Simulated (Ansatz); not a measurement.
# Dielectric function and optical constants of ZnS, part 2 of 2

Wanted: where ZnS starts to absorb, how strongly, and its refractive index. The cell comes from an older database entry, whose edges can differ from later determinations, mostly by under a per cent.

Ansatz 0.2.0; DFT, PBE, plane-wave PAW, default files, scalar-relativistic, independent-particle optical response without local fields.

So far. Step 2 (Ground state and bands): There is a gap, 2.11 eV on the path, so no carriers' term is needed. The cell is left with a pressure of 1.6 GPa, as it stands unrelaxed at this level.

The database entry behind the starting cell differs from later determinations by our own check (about 0.1 % short), so it need not match the best structure at ambient conditions.

## (3) Spectrum

With the density converged, the vertical transitions are summed over the zone.

This step: DFT, PBE, plane-wave PAW, default files, scalar-relativistic, independent-particle optical response without local fields (Ansatz 0.2.0).

input.yaml reads:

```yaml
crystal:
  lattice:
    - [0.0, 2.702, 2.702]
    - [2.702, 0.0, 2.702]
    - [2.702, 2.702, 0.0]
  atoms:
    - { symbol: Zn, position: [0.75, 0.75, 0.75] }
    - { symbol: S, position: [0.0, 0.0, 0.0] }
kpoints:
  mp_grid: { grid: [7, 7, 7] }
scf:
  occupations: { method: fixed }
hamiltonian:
  xc: pbe
  pseudopotentials: { kind: paw }
output:
  optics:
    e_range: [0, 22]
    de: 0.05
    sigma: 0.2
    nscf_kmesh: { grid: [12, 12, 12] }
    bands: { spectra_wanted_up_to: 22 }
```

Started as:

```sh
$ ansatz run input.yaml --threads 4 --pin off --max-ram 8192MiB --backend cpu --events-out ev --progress --plain --runs-dir out
```

Numbers of over 12 decimals in the logs are rounded to 6 here.

What it wrote:

```text
[...]
Crystal: 2 atoms, lattice volume = 39.454 Å³
Basis set: ecut = 420 eV, 749 PW (Γ)
Bands: 13, of which v1, the nominal top of the filled ones, is band 9 counted from 1 (8 counted from 0)
Symmetry: 24 space group operations
[...]
k-points: 20 of 343 (time reversal used)
[...]
SCF iter   1: F=—  HF=-4222.729199 eV  |F-HF|=—  |Δ(HF+E_count)|=         —  Δρ=5.74e-4  dr2=1.66e-4  ethr=1.77e-3  ⟨swp⟩=4.8  Hψ=1387  notcnv=0  defer=36
[...]
SCF iter   8: F=-4222.729307 eV  HF=-4222.729307 eV  |F-HF|=0.00e0  |Δ(HF+E_count)|=  7.28e-12  Δρ=1.07e-7  dr2=3.64e-12  ethr=1.00e-12  ⟨swp⟩=4.5  Hψ=1068  notcnv=0
SCF 1 converged in 8 iterations: F = -4222.729307 eV  dr2 = 3.64e-12
[...]
NSCF: frozen V_eff on 72 k-points
[...]
output.optics: what the bands over the 33 summed would add to eps1, eps2 and the energy-loss function is held between a lower and an upper bound (7 Lanczos steps). eps1, eps2 and their loss function (loss_summed_bands) are given on every row as the summed bands alone make them. Along an axis, on a row where the two bounds hold the loss function to about 1 % of the greater of itself and 0.5 % of |1/eps|, its cell (loss_completed) is given, with the completed eps1 and eps2 that it is formed of (a cell that is left empty reads nan in the table and null in the record). The two bounds hold it so along every axis on all 441 rows up to 22.000 eV. [rest of the remark cut]
SCF converged after 8 iterations
Free energy (F): -4222.729307 eV
[...]
Internal energy: -4222.729307 eV  (E = F + TS)
E sigma→0 (E₀):  -4222.729307 eV
Fermi energy:    5.787483 eV
[...]
--- Band table (eV; the first three rows and the last of 20) ---
  k-point 0: bands = [... 5 lower, -0.0477, 5.7875, 5.7875, 5.7875, 7.8965, 12.1565, 12.1565, 12.1565]
  k-point 1: bands = [... 5 lower, -0.0496, 4.4329, 5.5997, 5.5997, 8.8514, 12.0833, 12.4715, 12.4715]
  k-point 2: bands = [... 5 lower, -0.0426, 2.4863, 5.2256, 5.2256, 9.2600, 12.8102, 12.8102, 13.0754]
  k-point 19: bands = [... 5 lower, 0.3156, 1.1926, 2.7459, 3.6312, 10.8807, 11.9858, 13.7353, 14.6872]
```

Run time: 9 s. Hardware: 4 threads of Arm Neoverse V1, shared host; peak memory 0.57 GiB.

This step gave:

```
electronic dielectric constant ε∞, mean over x, y and z (by symmetry where fewer were run)                                                          : 6.307
absorption onset, first axis (α over 10⁴ cm⁻¹, or the direct gap if that lies higher)                                                               : 2.128 eV
main peak of Im epsilon, first axis                                                                                                                 : 5.951 eV
centre of weight of the strongest loss peak in the window                                                                                           : 17.97 eV
photocurrent from vertical transitions in a film 500 nm thick on a perfect mirror (two passes), AM1.5G, no front reflection, all carriers collected : 11.36 mA/cm²
least direct gap on the mesh                                                                                                                        : 2.109 eV
bands summed                                                                                                                                        : 33
spectra valid up to                                                                                                                                 : 33.93 eV
program's estimate of the k-sum error in Im epsilon                                                                                                 : 0.04 %
electrons in the f-sum                                                                                                                              : 9.235
```

The Im ε, any direction has structure finer than the step of the table below, so its rows give means over 1 eV, whole bins alone (the curve runs from 0 to 22 eV). Peaks (eV: height): 6.0: 18.0, 7.5: 9.53.

The Im ε, any direction by photon energy; means over each step:

| photon energy (eV) | Im ε, any direction |
| --- | --- |
| 1 | 0 |
| 2 | 0.240 |
| 3 | 1.24 |
| 4 | 3.97 |
| 5 | 5.64 |
| 6 | 13.0 |
| 7 | 7.88 |
| 8 | 7.37 |
| 9 | 3.83 |
| 10 | 2.61 |
| 11 | 2.10 |
| 12 | 1.55 |
| 13 | 1.13 |
| 14 | 0.854 |
| 15 | 0.553 |
| 16 | 0.457 |
| 17 | 0.439 |
| 18 | 0.390 |
| 19 | 0.430 |
| 20 | 0.331 |
| 21 | 0.287 |

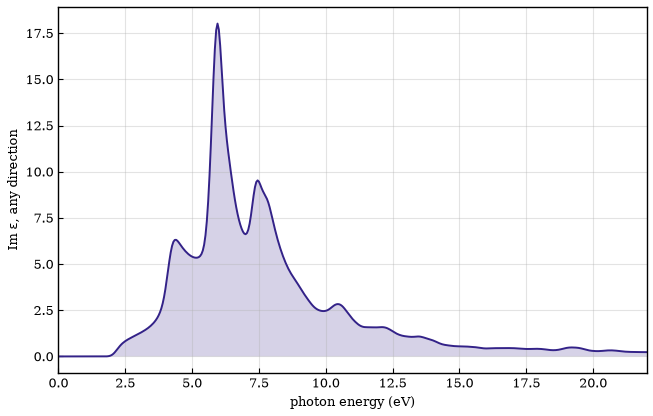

Im ε, any direction, plotted against photon energy.

Table of Re ε, any direction by photon energy:

| photon energy (eV) | Re ε, any direction |
| --- | --- |
| 0 | 6.31 |
| 2 | 7.42 |
| 4 | 10.7 |
| 6 | 3.59 |
| 8 | -2.96 |
| 10 | -1.37 |
| 12 | -1.02 |
| 14 | -0.757 |
| 16 | -0.116 |
| 18 | 0.154 |
| 20 | 0.241 |
| 22 | 0.408 |

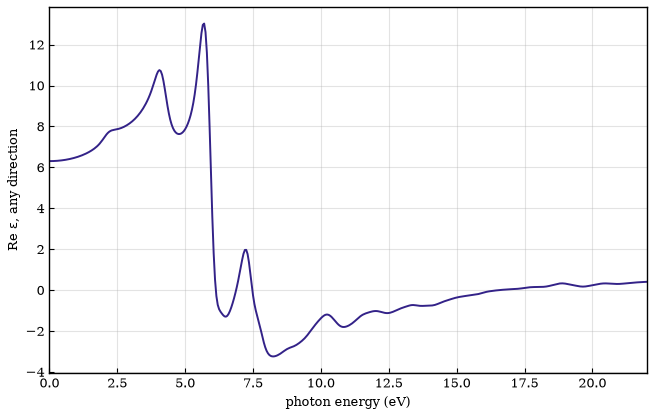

Re ε, any direction, plotted against photon energy.

The reflectivity at normal incidence, any direction has structure finer than the step of the table below, so its rows give means over 1 eV, whole bins alone (the curve runs from 0 to 22 eV). Peaks (eV: height): 6.1: 49.1, 8.3: 49.1, 11.1: 46.0, 14.3: 44.3, 19.7: 13.1.

Reflectivity at normal incidence, any direction against photon energy; means over each step:

| photon energy (eV) | reflectivity at normal incidence, any direction (%) |
| --- | --- |
| 1 | 19.1 |
| 2 | 21.4 |
| 3 | 23.8 |
| 4 | 29.1 |
| 5 | 29.3 |
| 6 | 44.5 |
| 7 | 37.3 |
| 8 | 46.8 |
| 9 | 48.3 |
| 10 | 39.9 |
| 11 | 43.8 |
| 12 | 39.0 |
| 13 | 39.7 |
| 14 | 41.3 |
| 15 | 37.1 |
| 16 | 27.5 |
| 17 | 18.7 |
| 18 | 13.7 |
| 19 | 9.24 |
| 20 | 10.4 |
| 21 | 7.62 |

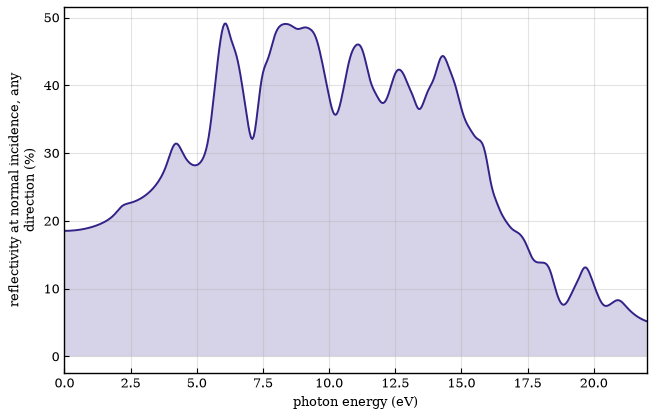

Reflectivity at normal incidence, any direction against photon energy.

The loss function −Im 1/ε at q → 0, any direction has structure finer than the step of the table below, so its rows give means over 1 eV, whole bins alone (the curve runs from 0 to 22 eV). Peaks (eV: height): 17.4: 2.32, 19.8: 2.24.

Loss function −Im 1/ε at q → 0, any direction against energy loss; means over each step:

| energy loss (eV) | loss function −Im 1/ε at q → 0, any direction |
| --- | --- |
| 1 | 0 |
| 2 | 0.00394 |
| 3 | 0.0175 |
| 4 | 0.0339 |
| 5 | 0.0557 |
| 6 | 0.0605 |
| 7 | 0.126 |
| 8 | 0.120 |
| 9 | 0.176 |
| 10 | 0.285 |
| 11 | 0.302 |
| 12 | 0.432 |
| 13 | 0.555 |
| 14 | 0.684 |
| 15 | 1.25 |
| 16 | 2.02 |
| 17 | 2.24 |
| 18 | 2.18 |
| 19 | 1.62 |
| 20 | 1.90 |
| 21 | 1.52 |

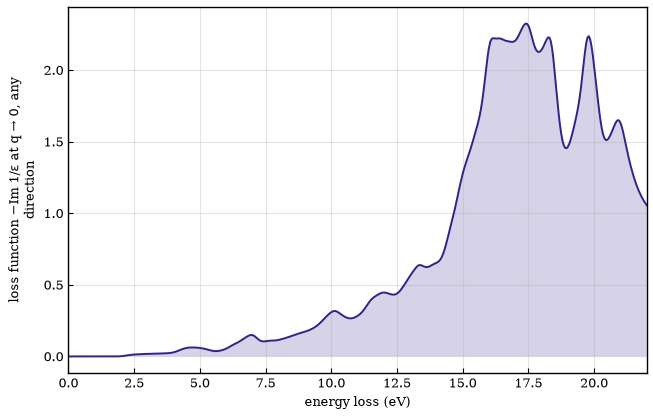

Loss function −Im 1/ε at q → 0, any direction against energy loss.

Table of refractive index n and extinction k by photon energy:

| photon energy (eV) | n | k |
| --- | --- | --- |
| 0 | 2.51 | 0 |
| 1 | 2.55 | 0 |
| 2 | 2.72 | 0.0153 |
| 3 | 2.87 | 0.214 |
| 4 | 3.31 | 0.549 |
| 5 | 2.95 | 0.915 |
| 6 | 3.29 | 2.69 |
| 7 | 1.93 | 1.71 |
| 8 | 1.59 | 2.35 |
| 9 | 0.988 | 1.93 |
| 10 | 0.852 | 1.45 |
| 11 | 0.683 | 1.49 |
| 12 | 0.657 | 1.20 |
| 13 | 0.512 | 1.06 |
| 14 | 0.446 | 0.978 |
| 15 | 0.384 | 0.712 |
| 16 | 0.407 | 0.531 |
| 17 | 0.498 | 0.450 |
| 18 | 0.544 | 0.376 |
| 19 | 0.664 | 0.347 |
| 20 | 0.559 | 0.267 |
| 21 | 0.602 | 0.238 |
| 22 | 0.662 | 0.176 |

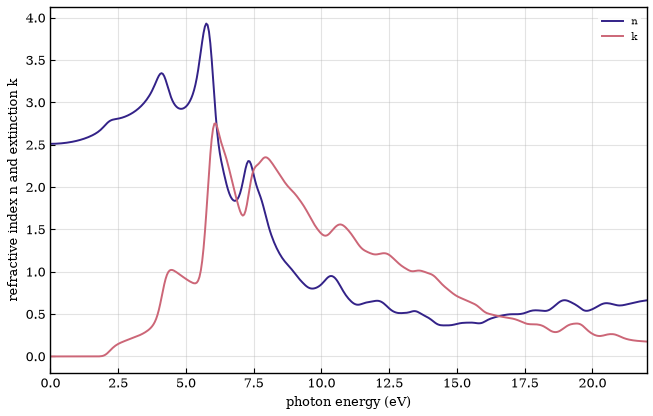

Refractive index n and extinction k, plotted against photon energy.

Optical constants at common wavelengths, from n + ik = √ε:

| wavelength (nm) | n | k | R (%) | 1/α |
| --- | --- | --- | --- | --- |
| 1550 | 2.54 | 0.000 | 18.9 | over 1 mm |
| 1064 | 2.56 | 0.000 | 19.3 | over 1 mm |
| 800 | 2.61 | 0.000 | 19.9 | over 1 mm |
| 450 | 2.83 | 0.184 | 23.0 | 195 nm |
| 405 | 2.88 | 0.221 | 23.8 | 146 nm |
| 308 | 3.33 | 0.585 | 30.2 | 42 nm |
| 248 | 2.95 | 0.916 | 28.2 | 22 nm |

Rows near the edge hang on the gap, which this functional as a rule makes too small, and phonon-assisted absorption is left out.

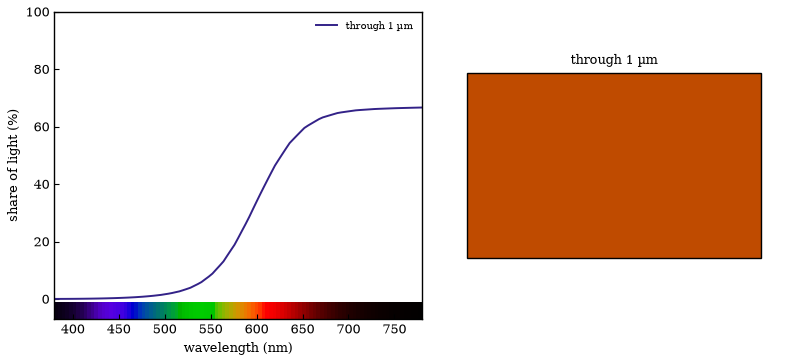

Light through 1 µm across the visible range, with the colour that it makes of daylight (sRGB).

Through 1 µm of it, D65 light comes out orange (x = 0.589, y = 0.396; 16 % transmitted). A larger true gap would move the edge to shorter wavelengths and change the colour.

The f-sum over the summed bands holds 9.2 of the cell's 18 electrons outside the frozen cores, 2 of which lie in bands more than 12 eV below the Fermi level, whose transitions come at higher energies. Up to 22 eV the strength has a mean oscillator energy of 7.2 eV, close to the main peak.

## (4) Static response with local fields

Perturbation theory gives the static response with local fields and the functional's kernel, and it needs no empty bands.

This step: DFT, PBE, plane-wave PAW, default files, scalar-relativistic, static field response by perturbation theory with local fields (Ansatz 0.2.0).

input.yaml, the sections that differ from step 3:

```yaml
dielectric: {}
# crystal, kpoints, scf, hamiltonian: as in step 3
# output: removed
```

What it wrote:

```text
[...]
Crystal: 2 atoms, lattice volume = 39.454 Å³
Basis set: ecut = 420 eV, 749 PW (Γ), exchange–correlation on 54×54×54 points (8 copies of the dense FFT grid, shifted against one another)
Bands: 13, of which v1, the nominal top of the filled ones, is band 9 counted from 1 (8 counted from 0)
Symmetry: 24 space group operations
k-points: 64 of 343 (irreducible under 4 space group operations, time reversal used)
[...]
SCF iter   1: F=—  HF=-4222.729182 eV  |F-HF|=—  |Δ(HF+E_count)|=         —  Δρ=5.73e-4  dr2=1.66e-4  ethr=1.77e-3  ⟨swp⟩=5.0  Hψ=4438  notcnv=0  defer=122
[...]
SCF iter   7: F=-4222.729281 eV  HF=-4222.729281 eV  |F-HF|=4.64e-11  |Δ(HF+E_count)|=   8.46e-9  Δρ=4.80e-7  dr2=7.46e-11  ethr=1.00e-12  ⟨swp⟩=2.8  Hψ=3895  notcnv=0
SCF 1 converged in 7 iterations: F = -4222.729281 eV  dr2 = 7.46e-11
[...]
DFPT response loops at Γ: preconditioner auto → none (the input reference at scf.mixing.eps_inf says where Resta's filter doesn't serve); β = 0.50; Broyden in place of MSR1
── the response to a field inside a basis, on 8×8×8 k-points: an SCF that follows is theirs, and a resumed run solves both again ──
Bands: 10, of which v1, the nominal top of the filled ones, is band 9 counted from 1 (8 counted from 0)
k-points: 60 of 512 (irreducible under 6 space group operations, time reversal used)
[...]
Eigensolver: Dense (60 Hₖ)
SCF iter   1: F=—  HF=-4222.729827 eV  |F-HF|=—  |Δ(HF+E_count)|=         —  Δρ=1.95e-4  dr2=6.30e-6  ethr=1.00e-1
[...]
SCF iter   4: F=-4222.729824 eV  HF=-4222.729825 eV  |F-HF|=5.09e-8  |Δ(HF+E_count)|=   1.74e-6  Δρ=1.73e-5  dr2=7.90e-8  ethr=1.15e-8
SCF 1 converged in 4 iterations: F = -4222.729824 eV  dr2 = 7.90e-8
[...]
SCF converged after 7 iterations
Free energy (F): -4222.729281 eV
[...]
Internal energy: -4222.729281 eV  (E = F + TS)
E sigma→0 (E₀):  -4222.729281 eV
Fermi energy:    5.787483 eV
[...]
--- Band table (eV; the first three rows and the last of 64) ---
  k-point 0: bands = [... 5 lower, -0.0477, 5.7875, 5.7875, 5.7875, 7.8965, 12.1565, 12.1565, 12.1565]
  k-point 1: bands = [... 5 lower, -0.0496, 4.4329, 5.5997, 5.5997, 8.8514, 12.0833, 12.4715, 12.4715]
  k-point 2: bands = [... 5 lower, -0.0426, 2.4863, 5.2256, 5.2256, 9.2600, 12.8102, 12.8102, 13.0754]
  k-point 63: bands = [... 5 lower, 0.0561, 1.4817, 2.9169, 4.6165, 10.5365, 12.4298, 13.6875, 14.0765]
--- Dielectric response (ions clamped): 3 representative field directions + reference, inside a basis on a mesh of 512 k-points (Σ response iterations 15) ---
  ε∞ (high-frequency dielectric tensor):
        5.933012     0.000000    -0.000000
        0.000000     5.933012     0.000000
       -0.000000     0.000000     5.933012
  Born effective charges Z* (e; rows j = field, columns β = displacement):
    site 0:
         1.99429   -0.00000    0.00000
        -0.00000    1.99429    0.00000
        -0.00000    0.00000    1.99429
    site 1:
        -1.99429    0.00000   -0.00000
         0.00000   -1.99429   -0.00000
         0.00000   -0.00000   -1.99429
  Z* charge neutrality: 3.300e-4 e pre-enforcement
  solved inside a basis spanned on kpoints, on 8×8×8 k-points, its susceptibility summed on 12×12×12: ε∞ is read to err by 1.6e-2, Z* by 1.3e-2 e (field_mesh: kpoints solves on kpoints); Z* is corrected for what the basis lacks
```

It took 10 s on 4 threads; peak memory 0.43 GiB; 37 s of CPU time.

Numbers from this step:

| Quantity | Value |
| --- | --- |
| electronic dielectric constant ε∞, mean over x, y and z (by symmetry where fewer were run) | 5.933 |

ε∞ with local fields:

```
5.93 0.00 0.00
0.00 5.93 0.00
0.00 0.00 5.93
```

Diagonal elements. Born, by row:

| atom | Z*xx (e) | Z*yy (e) | Z*zz (e) |
| --- | --- | --- | --- |
| Zn1 | 1.994 | 1.994 | 1.994 |
| S2 | -1.994 | -1.994 | -1.994 |

Mean Born charges are Zn +1.99 and S -1.99, against formal valences of +2 and -2. They lie near the ionic values.

## (5) Summary of results

```yaml
gap_on_the_path: 2.11 eV
least_direct_gap_on_the_path: 2.11 eV
electronic_dielectric_constant_eps_infinity_mean_over_x_y_and_z_by_symmetry_where_fewer_were_run_independent_particles: 6.31
absorption_onset_first_axis_alpha_over_1e4_cm_minus1_or_the_direct_gap_if_that_lies_higher: 2.13 eV
main_peak_of_im_epsilon_first_axis: 5.95 eV
centre_of_weight_of_the_strongest_loss_peak_in_the_window_first_axis: 18.0 eV
photocurrent_from_vertical_transitions_in_a_film_500_nm_thick_on_a_perfect_mirror_two_passes_am1p5g_no_front_reflection_all_carriers_collected: 11.4 mA/cm²
electronic_dielectric_constant_eps_infinity_mean_over_x_y_and_z_by_symmetry_where_fewer_were_run_static_response_with_local_fields: 5.93
```

At this level (PBE, independent particles) ZnS has ε∞ = 6.31 (5.93 with local fields) and n = 2.54 at 1550 nm; absorption sets in near 2.1 eV, and Im ε peaks at 6.0 eV. The gap on the path is direct, 2.11 eV. Absorption passes 10⁴ cm⁻¹ from the direct gap on, 2.11 eV, inside the visible range. The strongest loss structure up to 22 eV has its centre of weight at 18.0 eV; a free-electron gas of the 9.2 electrons in the f-sum would put its plasmon at 18.0 eV. Distinct maxima of Im ε, read by a parabola through the highest points, lie at 4.38 eV (6.3), 5.95 eV (18) and 7.45 eV (9.5). The f-sum over the summed bands holds 9.2 of the cell's 18 electrons outside the frozen cores, 2 of which lie in bands more than 12 eV below the Fermi level, whose transitions come at higher energies. Up to 22 eV the strength has a mean oscillator energy of 7.2 eV, close to the main peak. Through 1 µm of it, D65 light comes out orange (x = 0.589, y = 0.396; 16 % transmitted). A larger true gap would move the edge to shorter wavelengths and change the colour. With local fields and the functional's kernel the static response is 5.93 against 6.31 for independent particles (-6 %). In the base spectrum excitons and phonon-assisted transitions are missing, and so are local fields; PBE gaps are as a rule too small, which pulls the onset down and ε∞ up. In the base run ε includes the program's bounded estimate of what the bands above those summed add.

[Logs are printed without paths, hosts, clocks, repeated set-up lines and the standing remarks that a program may print on its own settings, such as how far it seeks lower states.]

[Hosts, paths, dates, database ids (printed as entryN), source tags and the programs' standing remarks are cut or masked in the printed files.]
